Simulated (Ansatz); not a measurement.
Take the following structure.

```
Ga Sb
1.0
     4.41856    0.00000    0.00000
    -2.20928    3.82659    0.00000
     0.00000    0.00000   20.68162
Ga Sb
6 6
Direct
  0.33333 0.66667 0.10160
  0.33333 0.66667 0.23173
  0.00000 0.00000 0.43493
  0.00000 0.00000 0.56507
  0.66667 0.33333 0.76827
  0.66667 0.33333 0.89840
  0.00000 0.00000 0.05954
  0.66667 0.33333 0.27379
  0.66667 0.33333 0.39288
  0.33333 0.66667 0.60712
  0.33333 0.66667 0.72621
  0.00000 0.00000 0.94046
```

### Summarise the structure in words.

Its composition is GaSb. Space group: R-3m (No. 166). Lattice: rhombohedral (trigonal R). The cell has 12 atoms, namely 6 Ga, 6 Sb. About every Ga there are three Sb and one Ga in a tetrahedral arrangement (2.70 Å to Sb, 2.69 Å to Ga). Around each Sb lie three Ga and one Sb in a distorted tetrahedral arrangement (2.70 Å to Ga, 2.46 Å to Sb). The bonds build a three-dimensional framework.

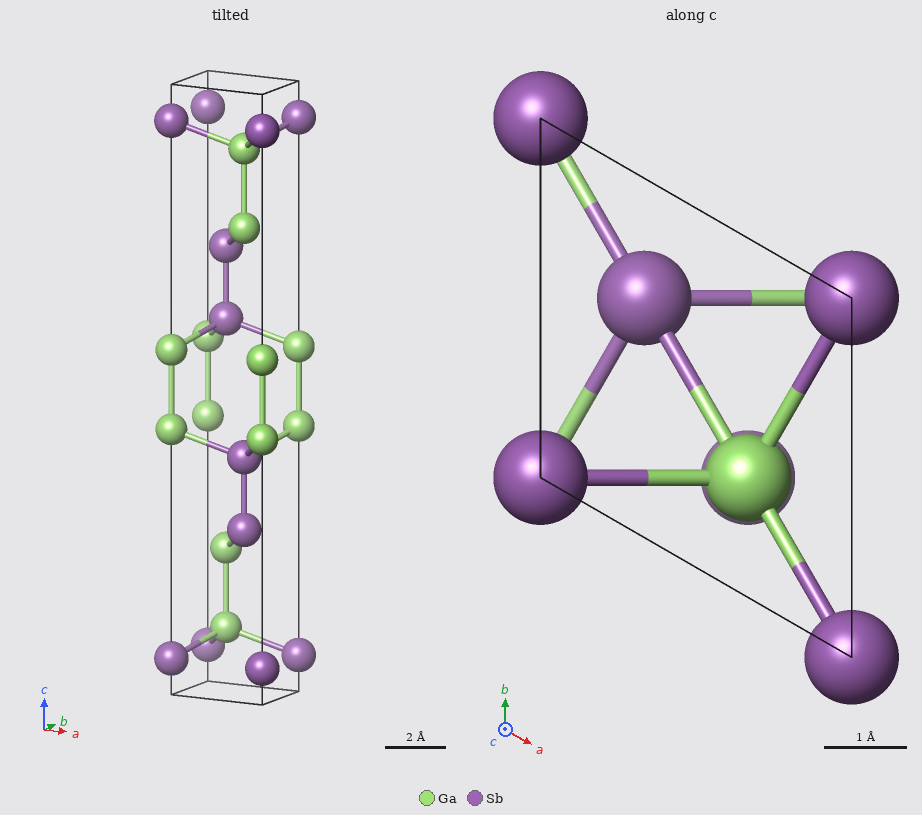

The image is a ball-and-stick drawing of a crystal, viewed slightly off an axis and along the c axis. One conventional unit cell is framed, with atoms on its boundary repeated. Colours: gallium green, antimony purple.

The initial geometry was a structure listed in the Materials Project, with elements exchanged, so it need not be a known form of the compound. The cell was then strained or its atoms displaced on purpose. It was run through Ansatz as a DFT input.

At this level of theory the cell isn't at rest (compressed, at 5 GPa and forces up to 4.4 eV/Å), so its distances can differ from those at equilibrium, the more so the softer the solid.
